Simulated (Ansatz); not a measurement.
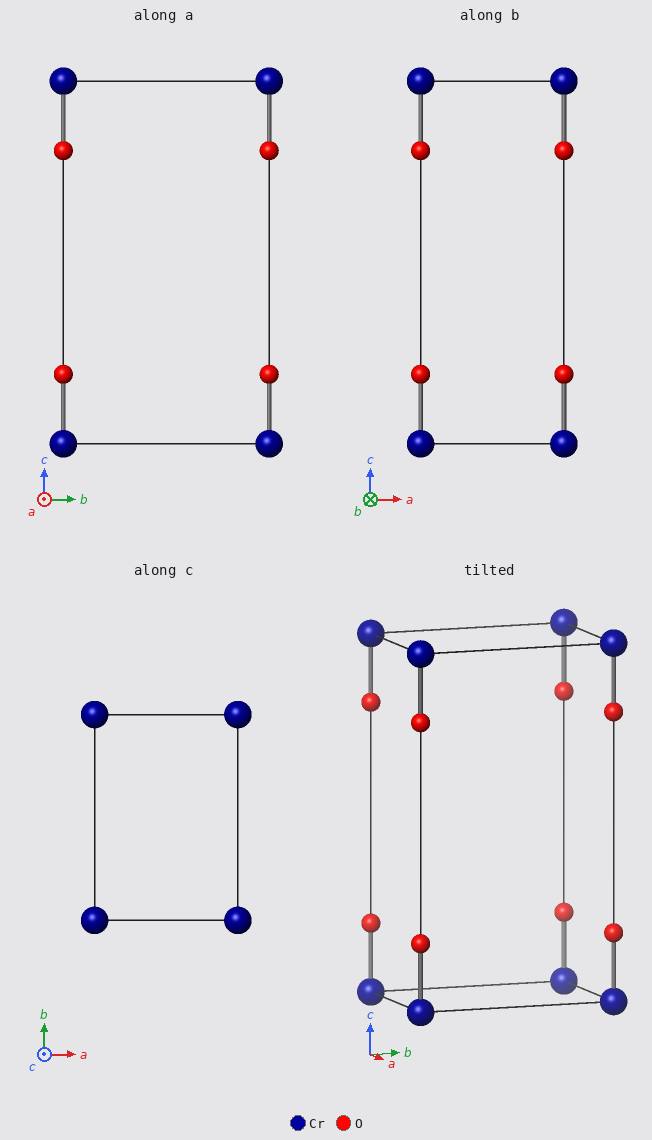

Drawn in the ball-and-stick manner and seen along the a axis, along the b axis, along the c axis and slightly off an axis. One conventional unit cell is framed, with atoms on its boundary repeated.

Lattice parameters: a = 3.3756 Å, b = 4.8480 Å, c = 8.5415 Å, α = 90.000°, β = 90.000°, γ = 90.000°.

Transcribe the picture into a CIF in P1 with every atom of the cell, with free fractional coordinates to two decimals.

Answer.
```cif
data_structure
_symmetry_space_group_name_H-M 'P 1'
_symmetry_Int_Tables_number 1
_cell_length_a 3.3756
_cell_length_b 4.8480
_cell_length_c 8.5415
_cell_angle_alpha 90.000
_cell_angle_beta 90.000
_cell_angle_gamma 90.000
_cell_volume 139.78
loop_
_atom_site_label
_atom_site_type_symbol
_atom_site_fract_x
_atom_site_fract_y
_atom_site_fract_z
_atom_site_occupancy
Cr1 Cr 0.00 0.00 0.00 1
O1 O 0.00 0.00 0.81 1
O2 O 0.00 0.00 0.19 1
```

Its origin is a random cell made by a generator, so it need not be a real form of the compound. Earlier steps of the study, as a rule a relaxation of our own, may have changed the cell and positions, so they can lie some per cent off the listed ones. It was set up as input for a calculation with Ansatz.
